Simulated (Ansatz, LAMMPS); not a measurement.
# Static equation of state of amorphous 30In2O3-70HfO2 (mol %) (83 atoms)

Density of this cell: 7.87 g/cm³. The cell holds 83 atoms: 14 In, 16 Hf and 53 O. Cell: a = 10.312 Å, b = 10.161 Å, c = 10.692 Å, α = 90.2°, β = 91.1°, γ = 89.7°. The starting structure: 83 atoms (14 Sc, 16 Zr, 53 O) placed at random at 4.52 g/cm³, melted at 5000 K for 10 ps at fixed volume with the Morse and Coulomb pair potential with partial charges (Pedone, Malavasi, Menziani, Cormack and Segre, J. Phys. Chem. B 110, 11780 (2006)). Quenched from 5000 K to 300 K at 200 K/ps and fixed volume, held 10 ps at zero pressure, then minimised at fixed cell. Then Sc was replaced by In, Zr was replaced by Hf and the cell scaled by 1.022 (the potential has no terms for the new elements, so the cell is a start for a DFT relaxation).

Calculated with Ansatz 0.2.0: Kohn-Sham DFT, revPBE, PAW (set soft_1), plane waves; cutoff 420 eV, Γ point, gaussian smearing of 0.025 eV. Cell and atoms were relaxed first, to V0 = 13.496 Å³ an atom at a residual P0 = -0.005 GPa. The cell was then scaled evenly, and the atoms were relaxed at each volume.

| volume (Å³/atom) | pressure (GPa) |
| --- | --- |
| 12.146 | ? |
| 12.686 | 7.529 |
| 13.091 | 3.677 |
| 13.901 | -2.851 |
| 14.305 | -4.836 |

Task: Fit the third-order Birch–Murnaghan equation to the rows given and extrapolate to the withheld row.

**Working.**

Take the Eulerian strain f = ½[(V0/V)^(2/3) − 1] and the normalised pressure F = (P − P0) / [3f(1 + 2f)^(5/2)]. The third-order Birch–Murnaghan equation is then the line F = B0 + (3/2)B0(B′ − 4) f, so u = f and v = F.

```
      u = f  v = F (GPa)
  0.0210561      107.581
  0.0102570      113.708
-0.00975648      102.145
 -0.0190504      93.1571
```

With n = 4: mean u = 6.2656e-4, mean v = 104.148, Σ(u − ū)² = 0.0010051, Σ(u − ū)(v − v̄) = 0.39926. Slope b = 0.39926 / 0.0010051 = 397.23; intercept a = v̄ − b ū = 103.90.

So B0 = a = 104 GPa and B′ = 4 + 2b/(3a) = 6.55. At the withheld volume f = 0.03638, F = a + b f = 118.4 GPa, and P = P0 + 3f(1 + 2f)^(5/2) F.

Prediction at 12.146: 15.39 GPa. The run gave 13.76 GPa, so the fit is high by 1.6 GPa (12 % of the value).

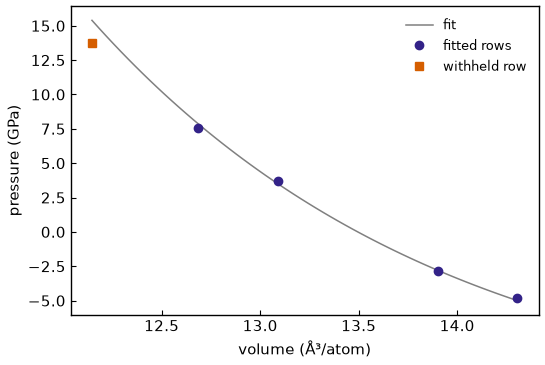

The fit, the rows that it rests on and the withheld row.

The series isn't one smooth equation of state: even a line fitted to all rows, the withheld one included, misses F by up to 7.6 %, the count of bonds changes along the series and an atom moves over 0.5 Å in some relaxation. B0 and B′ are then only the numbers of this fit, not moduli of the material. Among the rows given, the largest miss of the fit is at 12.686, by 0.33 GPa (1.8 % of the range of the table).

Limits: Static cells at zero temperature; the cell shape is held. The program notes that the SCF threshold of these relaxations is loose for the stress. The quench rate of 200 K/ps is many orders above laboratory rates, so the cell is likely richer in defects and strain than a real sample. The network of bonds at the start is that of the classical potential that made the cell, and needn't be the one that DFT or experiment would give. Only the Γ point is sampled, in a cell whose shortest periodic width is 10 Å.

[Logs are printed without paths, hosts, clocks, repeated set-up lines and the standing remarks that a program may print on its own settings, such as how far it seeks lower states.]

[Hosts, paths, dates, database ids (printed as entryN), source tags and the programs' standing remarks are cut or masked in the printed files.]
